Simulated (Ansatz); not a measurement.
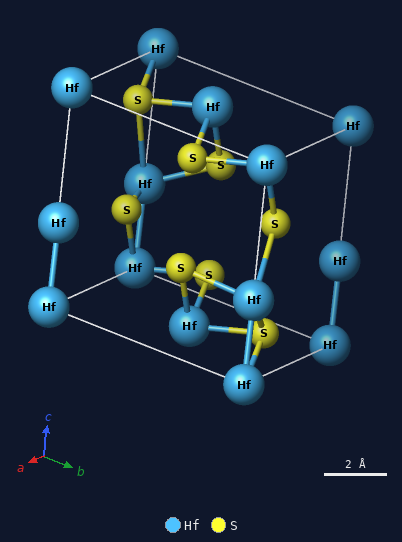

*The structure (ball-and-stick view of the cell of the calculation, seen slightly off an axis).*

Single-point calculation of Hf3S8 (charge −4)

System: Hf3S8 (defect cell, 11 atoms in the cell, total charge −4).
Method: DFT PBEsol, scalar-relativistic, plane waves, PAW, no spin polarisation (Ansatz 0.2.0).

The structure derives from a Materials Project entry. Figures and captions count atoms from 1; the log counts them from 0 in places.

**The program's output**
```
Engine: ansatz 0.2.0, x86_64-unknown-linux-gnu
Pseudopotentials: kind: paw
Pseudopotential: Hf, paw, valence charge 26, recommended cutoff 420 eV (normal), Hf.paw.azcp
Pseudopotential: S, paw, valence charge 6, recommended cutoff 420 eV (normal), S.paw.azcp
Functional definition: PBEsol
  exchange = pbesol_x
  correlation = pbesol_c
Crystal: 11 atoms, lattice volume = 265.877 Å³
Basis set: ecut = 420 eV, 5183 PW (Γ), exchange–correlation on 96×96×100 points (8 copies of the dense FFT grid, shifted against one another)
Bands: 78, of which v1, the nominal top of the filled ones, is band 65 counted from 1 (64 counted from 0)
Symmetry: 1 space group operations
Space group: P1 (ITA 1), of the structure as read, at distance tolerance 6.4e-5 Å
k-points: 36 of 64 (time reversal used)
Non-local potential: Hf, projectors of the file, l = 0: 3, l = 1: 2, l = 2: 2, l = 3: 3
Non-local potential: S, projectors of the file, l = 0: 2, l = 1: 2, l = 2: 2
PAW form: soft (Blöchl's): semilocal exchange-correlation on the pseudo side does not see the compensation charge
PAW frozen core: Hf, regenerated for the run's functional, and the local potential with it (the file was generated under x = pbe(κ = 0.804, μ = 0.2195149727645171), c = pbe(β = 0.06672455060314922))
PAW frozen core: S, regenerated for the run's functional, and the local potential with it (the file was generated under x = pbe(κ = 0.804, μ = 0.2195149727645171), c = pbe(β = 0.06672455060314922))
PAW one-centre angular grid: Hf, 590 points (default); XC on 64 Gauss nodes
PAW one-centre angular grid: S, 110 points (default); XC on 64 Gauss nodes
Initial density: superposition of atomic densities (neutral atoms scaled as one to the charged cell's electrons: chi_scale 0, normalization atom), corrected by the library's trained network
Initial wavefunctions: pseudopotential atomic-orbital guess
Functional: x = pbesol(κ = 0.804, μ = 0.12345679012345678), c = pbesol(β = 0.046)
SCF iter   1: F=—  HF=-53889.031673 eV  |F-HF|=—  |Δ(HF+E_count)|=         —  Δρ=1.44e-1  dr2=1.37e2  ethr=1.77e-3  ⟨swp⟩=6.7  Hψ=12361  notcnv=0  defer=37
preconditioner: auto → Resta (q_TF=auto, 2.422 Å⁻¹)  ε∞=6.3  [insulator: Δε(μ)=2.028 eV  Ē_g=11.060 eV  σ=0.050 eV  W_gap=1.00  n_scr=70 (ndim 8)  ℏωp=25.4 eV  f_vac=0.048  D(μ)=0.00/eV (n_scr^D=0)  ε∞_Penn≈6.3]
SCF iter   2: F=—  HF=-53856.478546 eV  |F-HF|=—  |Δ(HF+E_count)|=    3.26e1  Δρ=3.66e-2  dr2=1.43e1  ethr=1.77e-3  ⟨swp⟩=4.9  Hψ=8274  notcnv=0  defer=214
SCF iter   3: F=—  HF=-53850.587148 eV  |F-HF|=—  |Δ(HF+E_count)|=    5.89e0  Δρ=2.35e-2  dr2=2.28e0  ethr=1.77e-3  ⟨swp⟩=5.1  Hψ=7513  notcnv=0  defer=215
SCF iter   4: F=—  HF=-53849.762256 eV  |F-HF|=—  |Δ(HF+E_count)|=   8.25e-1  Δρ=1.25e-2  dr2=6.51e-1  ethr=1.75e-3  ⟨swp⟩=3.6  Hψ=6110  notcnv=0  defer=214
SCF iter   5: F=—  HF=-53850.082283 eV  |F-HF|=—  |Δ(HF+E_count)|=   3.20e-1  Δρ=1.07e-2  dr2=1.08e0  ethr=5.01e-4  ⟨swp⟩=4.8  Hψ=5824  notcnv=0  defer=214
SCF iter   6: F=—  HF=-53849.900704 eV  |F-HF|=—  |Δ(HF+E_count)|=   1.82e-1  Δρ=4.98e-3  dr2=2.29e-1  ethr=5.01e-4  ⟨swp⟩=3.0  Hψ=4751  notcnv=0  defer=214
SCF iter   7: F=—  HF=-53849.891477 eV  |F-HF|=—  |Δ(HF+E_count)|=   9.23e-3  Δρ=3.97e-3  dr2=1.23e-1  ethr=1.76e-4  ⟨swp⟩=5.1  Hψ=5231  notcnv=0  defer=216
SCF iter   8: F=—  HF=-53849.870049 eV  |F-HF|=—  |Δ(HF+E_count)|=   2.14e-2  Δρ=1.64e-3  dr2=1.97e-2  ethr=9.46e-5  ⟨swp⟩=2.2  Hψ=4597  notcnv=0  defer=215
SCF iter   9: F=—  HF=-53849.867834 eV  |F-HF|=—  |Δ(HF+E_count)|=   2.21e-3  Δρ=4.22e-4  dr2=9.58e-4  ethr=1.52e-5  ⟨swp⟩=2.2  Hψ=4628  notcnv=0  defer=215
SCF iter  10: F=—  HF=-53849.867995 eV  |F-HF|=—  |Δ(HF+E_count)|=   1.61e-4  Δρ=1.87e-4  dr2=1.36e-4  ethr=7.37e-7  ⟨swp⟩=2.0  Hψ=4976  notcnv=0  defer=215
SCF iter  11: F=—  HF=-53849.867933 eV  |F-HF|=—  |Δ(HF+E_count)|=   6.25e-5  Δρ=7.87e-5  dr2=2.22e-5  ethr=1.04e-7  ⟨swp⟩=2.0  Hψ=4932  notcnv=0  defer=215
SCF iter  12: F=—  HF=-53849.867774 eV  |F-HF|=—  |Δ(HF+E_count)|=   1.59e-4  Δρ=3.42e-5  dr2=6.86e-6  ethr=1.71e-8  ⟨swp⟩=2.0  Hψ=4964  notcnv=0  defer=215
SCF iter  13: F=—  HF=-53849.867775 eV  |F-HF|=—  |Δ(HF+E_count)|=   1.17e-6  Δρ=1.75e-5  dr2=1.49e-6  ethr=5.28e-9  ⟨swp⟩=2.0  Hψ=4241  notcnv=0  defer=215
SCF iter  14: F=—  HF=-53849.867776 eV  |F-HF|=—  |Δ(HF+E_count)|=   9.32e-7  Δρ=8.49e-6  dr2=3.13e-7  ethr=1.15e-9  ⟨swp⟩=2.0  Hψ=4933  notcnv=0  defer=215
SCF iter  15: F=-53849.867776 eV  HF=-53849.867776 eV  |F-HF|=8.20e-9  |Δ(HF+E_count)|=   3.40e-8  Δρ=2.75e-6  dr2=3.60e-8  ethr=7.69e-11  ⟨swp⟩=19.7  Hψ=25230  notcnv=0
SCF 1 converged in 15 iterations: F = -53849.867776 eV  dr2 = 3.60e-8
  greatest PAW one-centre occupation: 0.998 electrons in one spin orbital (limit 2), on the Hf atom at site 1 (counted from 0), in its partial waves of l = 3
```

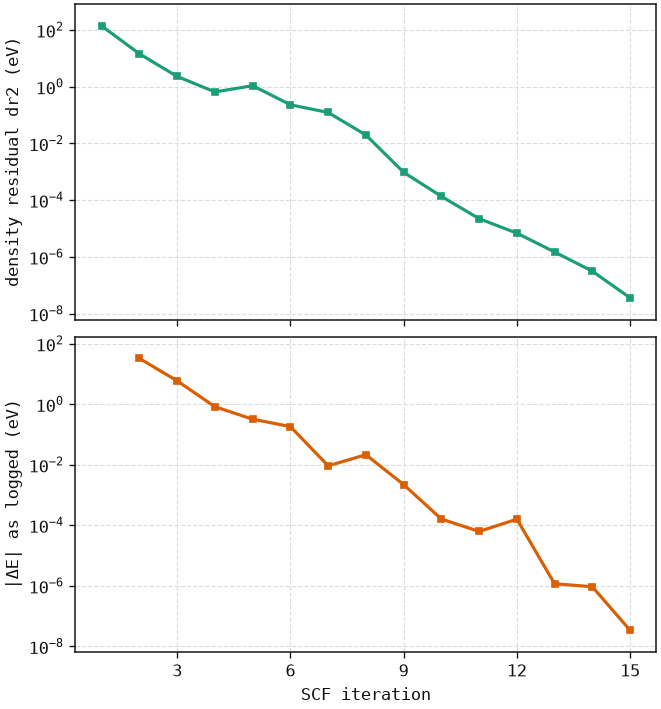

*Convergence of the self-consistent field: density residual dr2 and size of the energy change against the SCF iteration.*

The residual falls almost steadily, with no more than small rises.

```
SCF converged after 15 iterations
Free energy (F): -53849.867776 eV
Harris-Foulkes:  -53849.867776 eV  (|F-HF|=8.20e-9)
Internal energy: -53849.866483 eV  (E = F + TS)
E sigma→0 (E₀):  -53849.867130 eV
Entropy (-TS):   -0.001293 eV (-0.118 meV/atom)
Fermi energy:    7.686931 eV
--- Per-component energies (eV) ---
  E_band       = -783.421583
  E_kinetic    = 2195.141449
  E_local      = -27471.365277  (includes V_loc(G=0)·N_el)
  E_nonlocal   = -3475.887851
  E_hartree    = 12658.167864
  E_xc         = -1703.349793
  E_vxc        = -1550.004148  (∫ρ·V_xc dr)
  E_paw        = -25104.398954  (= ΣΔE_a)
  E_vpaw       = 4202.365457  (= ΣTr[D̂ρ^β])
  E_aug_tail   = 0.000009  (compensation charges beyond the density's cutoff)
  E_ewald      = -10952.422798
  E_core_change = 4.248869  (= ΣΔE_core)
  E_smearing   = -0.001293  (= −TS)
  E_closure    = 0.000000  (closes the sum)
  E_deformation_potential = -55.375900  (in the stress; not in F)
  Σ components = -53849.867776   (vs F -53849.867776, Δ=0.00e0)
--- Forces (eV/Å), atoms counted from 1 ---
  atom   1  Hf    15.06212056     0.46980499     0.37893150
  atom   2  Hf    -0.16944921    -1.68236017    -0.95778647
  atom   3  Hf    -5.91931412    -0.52760917     0.61981404
  atom   4  S     -1.05240859     0.94086364     1.20365790
  atom   5  S     -4.80281354     4.23682101    -6.34968685
  atom   6  S      0.57700851     0.44931859     0.72484719
  atom   7  S      0.16711830     0.33549483     0.36726828
  atom   8  S     -0.41449626    -0.21256707    -0.61988937
  atom   9  S     -4.33561391    -3.98788196     6.14878457
  atom  10  S      0.04312126    -0.65631817    -0.79194133
  atom  11  S      0.84478838     0.63450167    -0.72406805
  max |Σ_I F_I| component: 6.86e-5 eV/Å
--- Stress (GPa, compression-positive) ---
        2.943210      -0.032593       1.276801
       -0.032593      -1.929234      -9.040615
        1.276801      -9.040615       4.191654
  P = ⅓ Tr σ = 1.7352 GPa (17.352 kbar)
--- Band table (eV; the first three rows and the last of 36) ---
  k-point 0: bands = ["-54.8575", "-54.7694", "-54.3600", "-23.9598", "-23.8037", "-23.6597", "-23.5173", "-23.4830", "-23.4505", "-23.3926", "-23.0458", "-23.0053", "-6.6669", "-5.3600", "-5.0316", "-4.8117", "-4.7867", "-4.7602", "-4.7529", "-4.7453", "-4.7284", "-4.7172", "-4.6833", "-4.6800", "-4.6595", "-4.6560", "-4.6524", "-4.6291", "-4.5965", "-4.3704", "-4.2309", "-4.2180", "-4.2089", "-4.1802", "-4.1722", "-4.1111", "-4.0352", "-3.9807", "-3.7915", "-3.6814", "-3.2981", "1.6377", "1.7370", "1.9986", "2.8389", "3.0636", "3.4699", "3.8425", "4.2231", "4.2294", "4.3583", "4.5100", "4.6776", "5.1334", "5.1636", "5.6101", "5.7778", "5.8928", "6.3102", "6.5058", "6.6062", "6.9393", "7.3367", "7.3923", "7.6356", "8.0957", "8.4050", "8.5989", "10.0000", "10.1015", "10.4543", "10.7174", "10.9657", "11.2358", "11.3966", "11.5142", "12.4522", "12.5452"]
  k-point 1: bands = ["-54.8575", "-54.7694", "-54.3600", "-23.9556", "-23.8022", "-23.6617", "-23.5169", "-23.4819", "-23.4513", "-23.3926", "-23.0495", "-23.0071", "-6.6148", "-5.3432", "-5.0586", "-4.8128", "-4.7887", "-4.7578", "-4.7505", "-4.7449", "-4.7292", "-4.7182", "-4.6807", "-4.6704", "-4.6598", "-4.6549", "-4.6522", "-4.6290", "-4.6004", "-4.3879", "-4.2339", "-4.2216", "-4.2116", "-4.1802", "-4.1771", "-4.1248", "-4.0385", "-4.0028", "-3.8046", "-3.7288", "-3.3099", "1.7682", "1.8971", "2.2536", "2.9874", "3.0925", "3.5126", "3.8760", "4.0895", "4.2514", "4.3484", "4.4435", "4.8912", "4.9636", "5.1685", "5.4576", "5.6088", "5.7738", "6.1080", "6.2558", "6.4016", "6.7067", "7.0339", "7.3443", "7.6437", "7.9963", "8.1949", "8.7532", "10.0727", "10.2432", "10.5279", "10.7396", "10.9355", "11.2650", "11.5359", "11.8808", "12.5198", "12.8607"]
  k-point 2: bands = ["-54.8575", "-54.7694", "-54.3600", "-23.9514", "-23.8006", "-23.6637", "-23.5166", "-23.4807", "-23.4522", "-23.3926", "-23.0532", "-23.0089", "-6.5589", "-5.3197", "-5.0966", "-4.8142", "-4.7902", "-4.7570", "-4.7485", "-4.7441", "-4.7304", "-4.7191", "-4.6806", "-4.6628", "-4.6603", "-4.6532", "-4.6423", "-4.6292", "-4.6055", "-4.4072", "-4.2419", "-4.2236", "-4.2177", "-4.1826", "-4.1800", "-4.1369", "-4.0659", "-3.9757", "-3.9035", "-3.7055", "-3.3218", "1.8964", "2.0604", "2.5459", "3.1748", "3.2926", "3.4673", "3.8230", "3.9663", "4.2502", "4.4220", "4.5168", "4.7526", "4.8683", "5.0473", "5.2939", "5.5344", "5.7449", "5.8463", "6.0057", "6.2557", "6.3086", "7.0562", "7.1864", "7.6349", "7.8209", "8.2068", "8.8943", "10.1130", "10.2715", "10.5094", "10.7792", "10.9756", "11.2866", "11.7249", "12.0063", "12.5863", "12.7919"]
  k-point 35: bands = ["-54.8575", "-54.7694", "-54.3600", "-23.9514", "-23.8007", "-23.6637", "-23.5166", "-23.4808", "-23.4521", "-23.3926", "-23.0532", "-23.0089", "-6.4748", "-5.3651", "-5.0373", "-4.8210", "-4.7881", "-4.7563", "-4.7471", "-4.7382", "-4.7315", "-4.7190", "-4.6809", "-4.6652", "-4.6598", "-4.6532", "-4.6302", "-4.6095", "-4.5981", "-4.3514", "-4.2702", "-4.2262", "-4.2109", "-4.1912", "-4.1799", "-4.1278", "-4.0671", "-4.0323", "-3.9585", "-3.9131", "-3.3058", "1.8207", "2.1217", "2.6181", "3.2356", "3.4615", "3.7617", "3.9186", "4.0567", "4.1958", "4.4123", "4.4805", "4.7388", "4.8687", "4.9838", "5.3983", "5.4823", "5.7828", "5.9663", "6.1115", "6.2085", "6.2720", "6.4731", "6.9141", "7.4258", "7.7016", "8.2739", "9.1347", "10.1902", "10.4302", "10.5727", "10.7840", "10.9221", "11.4876", "11.8661", "12.0453", "12.3083", "12.5216"]
```

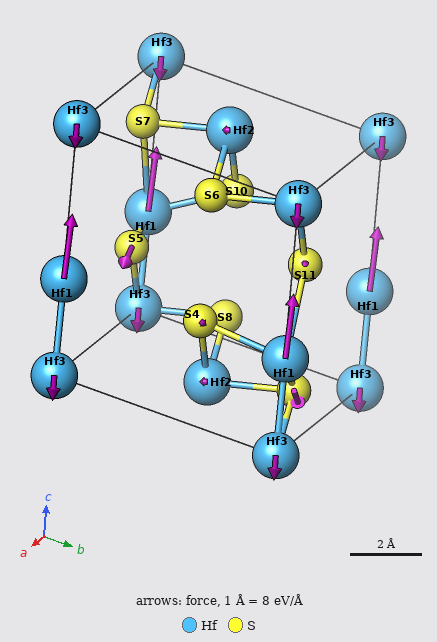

*Forces on the atoms as pink arrows (ball-and-stick view of the cell of the calculation, seen slightly off an axis; atoms are numbered from 1 in the order of the input); the smallest are left out.*

The largest act on Hf1 (15.07 eV/Å); S5 (9.02 eV/Å); S9 (8.52 eV/Å); Hf3 (5.98 eV/Å). The geometry is not a stationary point of this energy.

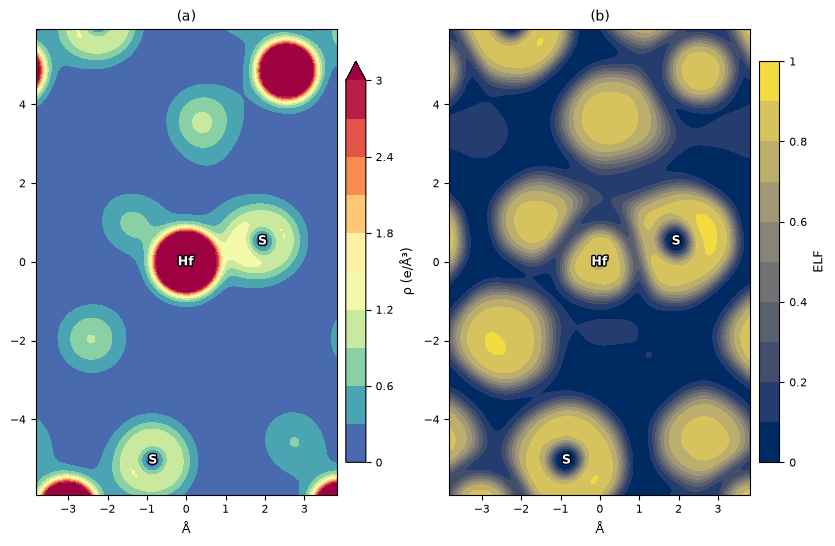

*(a) valence pseudo-density; (b) ELF on the (011) plane of the calculation cell.*

The section cuts through Hf and S sites. Hf–S (2.01 Å): ρ is about 1.4 e/Å³ halfway; the ELF is about 0.45 at the midpoint. Away from the nuclei the density in this plane falls to 0.02 e/Å³ at its lowest. The strong features right at Hf lie inside the PAW spheres (semicore, d or f shells) and say nothing about bonding. Core electrons are frozen (PAW), so the fields are smoothed inside the atomic spheres.

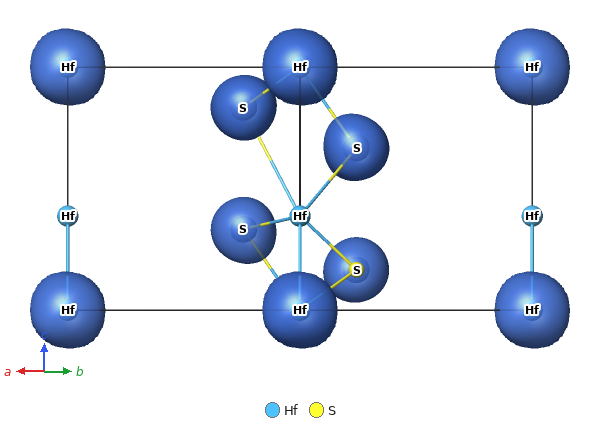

*Isosurface of the valence electron density at 0.8 e/Å³ (blue), seen along [110]. Sticks mark near contacts. The outline is the calculation cell.*

At this value the density breaks into separate islands; it holds about 65 % of the electrons treated as valence (semicore included). It is pinched off along the Hf–Hf (2.76 Å) contacts. On the grid the lowest density along these lines, outside the cores, is 1.3 e/Å³ (Hf–S, 2.01 Å) and 0.33 e/Å³ (Hf–Hf, 2.76 Å).

The run was set up as follows.

**Input file**
```yaml
crystal:
  lattice:
    - [-1.7964133763, 3.1114792391, -5.9458943926]
    - [-1.7964133763, 3.1114792391, 5.9458943926]
    - [7.185653505, 0.0, 0.0]
  atoms:
    - { symbol: Hf, position: [0.0062566551, 0.0062566551, 0.3875133102] }
    - { symbol: Hf, position: [0.5, 0.5, 0.0] }
    - { symbol: Hf, position: [0.0, 0.0, 0.0] }
    - { symbol: S, position: [0.7885426398, 0.5447906936, 0.3333333333] }
    - { symbol: S, position: [0.2885426398, 0.0447906936, 0.3333333333] }
    - { symbol: S, position: [0.7885426398, 0.5447906936, 0.8333333333] }
    - { symbol: S, position: [0.2885426398, 0.0447906936, 0.8333333333] }
    - { symbol: S, position: [0.2114573602, 0.4552093064, 0.1666666667] }
    - { symbol: S, position: [0.7114573602, 0.9552093064, 0.1666666667] }
    - { symbol: S, position: [0.2114573602, 0.4552093064, 0.6666666667] }
    - { symbol: S, position: [0.7114573602, 0.9552093064, 0.6666666667] }
total_charge: -4
basis:
  ecutwfc: 420
kpoints:
  mp_grid: { grid: [4, 4, 4] }
hamiltonian:
  xc: pbesol
scf:
  occupations: { method: gaussian, width: 0.05 }
output:
  forces: true
  stress: true
  eigenvalues: true
  write_density: true
  write_potential: true
  elf: true
  volumetric_format: npy
```

Command:
```bash
ansatz run input.yaml --threads 4 --pin off --max-ram 8192MiB --backend cpu --events-out ev --progress --plain --runs-dir out
```

**Summary**

- outcome: converged
- electrons treated: 130
- free energy: −53849.8678 eV
- Fermi energy: 7.687 eV
- gap on the k-point mesh: 0.06 eV
- pressure: 1.74 GPa
- largest force (length of the vector): 15.074 eV/Å
- hardware: 4 threads of Intel Xeon (Sapphire Rapids), 64 GiB of memory available, shared host
- wall time: 22 s (CPU time 84 s)
- peak memory: 1.1 GiB

**Notes**

Spin–orbit coupling is left out, which matters for Hf.
